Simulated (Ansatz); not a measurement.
## Geometry relaxation, with input and output: C32H2O (part 4 of 4)

Continued. System: C32H2O (slab, 35 atoms in the cell). Method: DFT PBE, scalar-relativistic, plane waves, PAW, no spin polarisation (Ansatz 0.2.0); cutoff 420 eV, 2×2×1 k-mesh, Fermi–Dirac smearing of 0.05 eV. It belongs to a series of runs on one base structure; here: end point A relaxed.

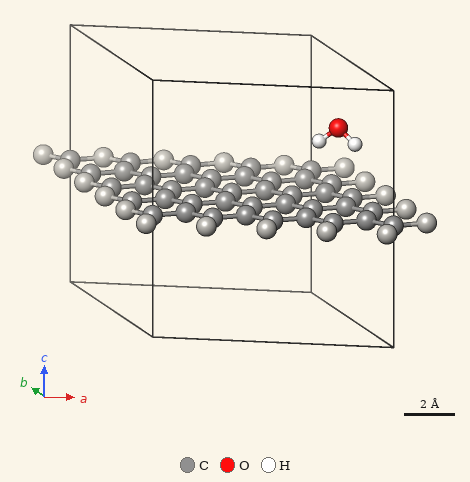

*The geometry at step 20 of the log (ball-and-stick view of the cell of the calculation, with the vacuum cut short, seen slightly off an axis; neighbours outside the cell are drawn fainter).*

**Trajectory as extended XYZ, continued**
```
35
Lattice="9.8640 0.0000 0.0000 -4.9320 8.5425 0.0000 0.0000 0.0000 13.0000" Properties=species:S:1:pos:R:3:forces:R:3 step=20 energy=-8629.40269
C    -0.0045   -0.0028    0.7983    0.0008  -0.0003   0.0003
C     1.2283    0.7094    0.7975   -0.0005  -0.0005  -0.0002
C    -1.2379    2.1338    0.7966   -0.0006  -0.0012   0.0008
C    -0.0048    2.8453    0.7963    0.0021   0.0014   0.0002
C    -2.4710    4.2690    0.7956    0.0001   0.0022   0.0002
C    -1.2380    4.9806    0.7960   -0.0003  -0.0003  -0.0002
C    -3.7039    6.4041    0.7969   -0.0001  -0.0001   0.0000
C    -2.4710    7.1161    0.7971    0.0000   0.0000  -0.0003
C     2.4610   -0.0027    0.7974   -0.0001   0.0001   0.0000
C     3.6937    0.7094    0.7975    0.0005  -0.0006  -0.0003
C     1.2280    2.1332    0.7968   -0.0004   0.0003  -0.0002
C     2.4609    2.8451    0.7967    0.0000   0.0001   0.0000
C    -0.0050    4.2689    0.7961   -0.0002  -0.0004  -0.0002
C     1.2279    4.9805    0.7964   -0.0002   0.0001   0.0000
C    -1.2381    6.4041    0.7968    0.0001  -0.0001   0.0000
C    -0.0052    7.1158    0.7974    0.0000   0.0008  -0.0001
C     4.9265   -0.0029    0.7982   -0.0001   0.0003   0.0002
C     6.1597    0.7094    0.7985    0.0017  -0.0016  -0.0004
C     3.6938    2.1332    0.7970    0.0003   0.0004  -0.0002
C     4.9267    2.8454    0.7969   -0.0019   0.0013   0.0003
C     2.4610    4.2688    0.7965    0.0000   0.0001  -0.0003
C     3.6940    4.9805    0.7966    0.0002   0.0000   0.0000
C     1.2279    6.4040    0.7970    0.0008   0.0002  -0.0001
C     2.4610    7.1156    0.7974    0.0000   0.0003   0.0002
C     7.3930   -0.0031    0.7983   -0.0007   0.0020  -0.0011
C     8.6263    0.7095    0.7984   -0.0020  -0.0017   0.0001
C     6.1600    2.1338    0.7971    0.0008  -0.0023   0.0007
C     7.3931    2.8456    0.7957   -0.0002  -0.0001   0.0005
C     4.9270    4.2690    0.7965    0.0000  -0.0004  -0.0002
C     6.1601    4.9806    0.7962    0.0003  -0.0003  -0.0003
C     3.6941    6.4041    0.7970   -0.0006   0.0001  -0.0002
C     4.9272    7.1158    0.7976    0.0000   0.0005  -0.0001
O     7.3816    1.2263    4.4537   -0.0002  -0.0082  -0.0215
H     6.5986    1.1818    3.8821    0.0243   0.0002   0.0111
H     8.1087    0.9567    3.8703   -0.0239   0.0079   0.0118
```

**Summary**

- outcome: converged
- electrons treated: 136
- free energy: −8629.4027 eV
- Fermi energy: −1.447 eV
- final volume: 1095.42 Å³
- largest force (length of the vector) at the end: 0.028 eV/Å
- hardware: 2 threads of AMD EPYC (Zen 3), 24 GiB of memory available, shared host
- wall time: 2.8 min (CPU time 5.4 min)
- peak memory: 1.8 GiB
